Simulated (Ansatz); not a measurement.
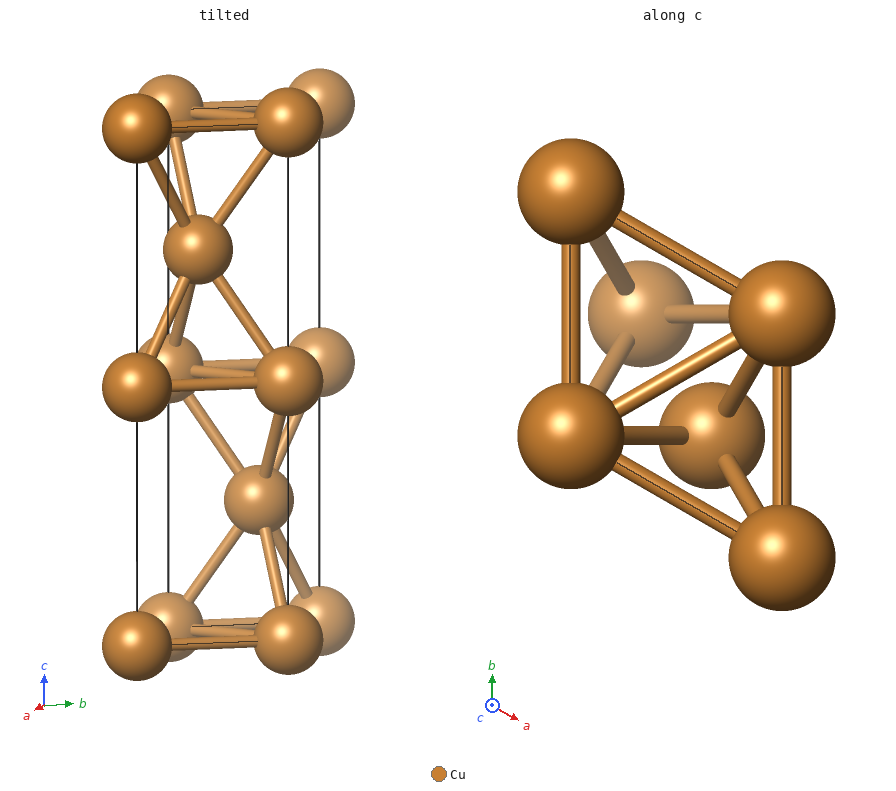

The figure gives a ball-and-stick picture of the atoms, viewed slightly off an axis and along the c axis. The edges of the conventional unit cell are marked.

Cu, double hexagonal close-packed (α-La type), space group P6_3/mmc (No. 194), a = 2.567 Å, b = 2.567 Å, c = 8.387 Å, α = 90.00°, β = 90.00°, γ = 120.00°. It goes back to a structure listed in the Materials Project. Earlier steps of the study may have refined or changed the cell and positions. Ansatz was used for an electronic-structure calculation on it.

This one geometry was computed with Ansatz (DFT, plane waves, PAW) at three levels of theory: r2SCAN, PBE and LDA.

Which level gives the highest pressure at this volume, and what does that say about its equilibrium volume?

Answer. Highest: PBE (0.0 GPa), which points to the largest equilibrium volume. Lowest, with the smallest volume: LDA (-14.0 GPa). Levels within 0.5 GPa of each other can't be told apart.

How does the band gap change with the level of theory?

Answer. All levels give a metal.

Collect the results in a table.

Answer.
| level | cutoff (eV) | k-mesh of the run's cell | gap (eV) | pressure (GPa) |
| --- | --- | --- | --- | --- |
| r2SCAN | 500 | 18×18×6 | metal | -6.4 |
| PBE | 420 | 18×18×6 | metal | 0.0 |
| LDA | 420 | 18×18×6 | metal | -14.0 |

Gaps are taken on the k-mesh or band path of each run.
